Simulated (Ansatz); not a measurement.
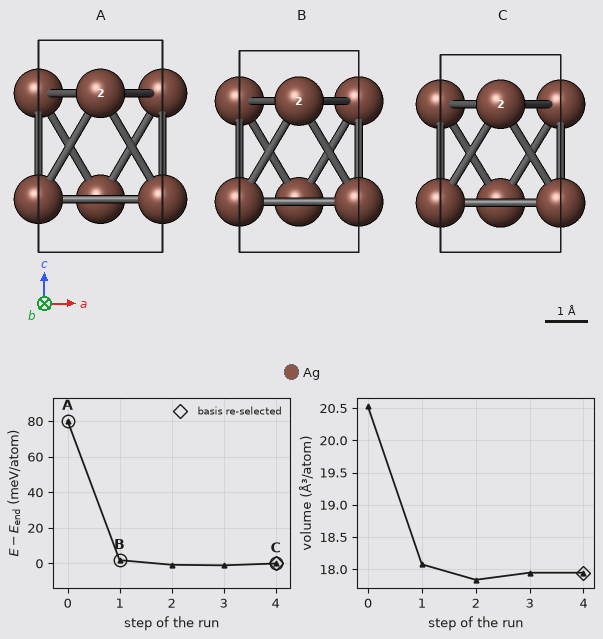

Frames of a relaxation of a crystal of Ag (a generated structure, set up in Cmcm) (coarse preliminary run), marked on the history of the run. A ball-and-stick model of the conventional cell (2 times the calculation's cell), seen along the b axis. Lengths and directions refer to the drawn axes.

Case: Au → Ag on all its sites, cell and atoms relaxed.

The calculation used Ansatz, DFT PBE, scalar-relativistic, plane waves, PAW. (plane-wave cutoff 420 eV; k-point mesh 8 × 8 × 4; occupations gaussian; smearing width 0.1 eV; no spin polarisation; cell and atoms relaxed; force threshold 0.05 eV/Å; at most 60 steps)

Describe the path.

Answer. Over 3 accepted moves (4 points after the start) the energy falls by 80.2 meV per atom. The largest force component goes from 0.0059 to 0.0036 eV/Å. The pressure goes from −8.08 to 0.02 GPa. At 1 point the geometry stayed and the basis and grid were re-selected for the new cell (energy shift of 1.0 meV per atom at most each time). The largest moves relative to the cell, 0.013 Å, are those of Ag atoms. Cell: a 2.993 → 2.898 Å (−3.2 %), b 5.369 → 5.205 Å (−3.1 %), c 5.110 → 4.760 Å (−6.9 %). Volume −12.6 %. Near-neighbour distances that change, for instance: Ag–Ag 3.103 → 2.914 Å, Ag–Ag 3.102 → 2.934 Å, Ag–Ag 3.074 → 2.979 Å, Ag–Ag 2.993 → 2.898 Å. The space group stays Cmcm (No. 63). From step 0 to 1: volume −11.9 %, energy −78.4 meV per atom. From step 1 to 4: volume −0.7 %, energy −1.9 meV per atom.
